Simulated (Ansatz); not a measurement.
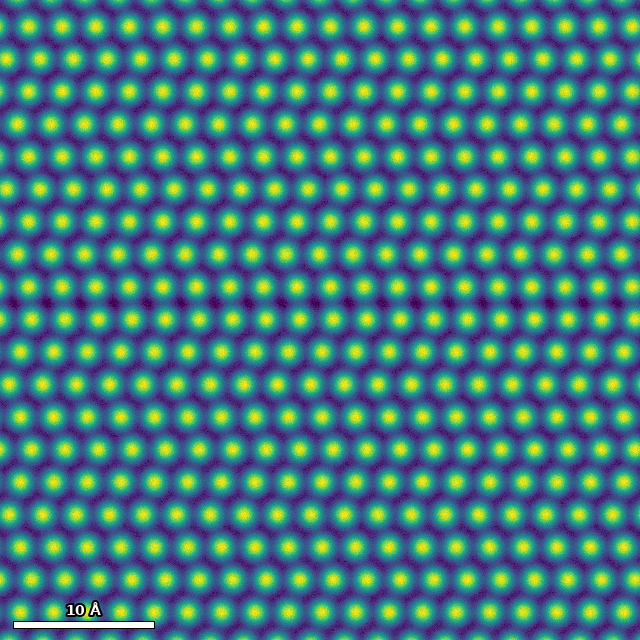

Z-contrast image of Pt (P6_3/mmc, No. 194) along [100]. Simulation: incoherent imaging, intensity Z^1.7 per atom, probe width 1.30 Å, thin sample. The display is stretched by a gamma of 0.65; percentages refer to the linear signal. Shot noise was added.

One planar defect was built into the perfect crystal by geometry alone, without relaxation. Host structure: coordinates from a relaxation with DFT, PBE, plane waves (420 eV) with PAW, scalar-relativistic (Ansatz); the starting structure was generated, so it need not be a known form of this composition.

### Find the planar defect and say what kind it is.

A planar fault (a stacking fault) runs horizontally about 22 Å below the top edge. The part above it is shifted along the boundary by 1/4 of the 2.41 Å repeat of the rows (0.6 Å to the right, the same as 1.8 Å to the left); both parts keep the same orientation.
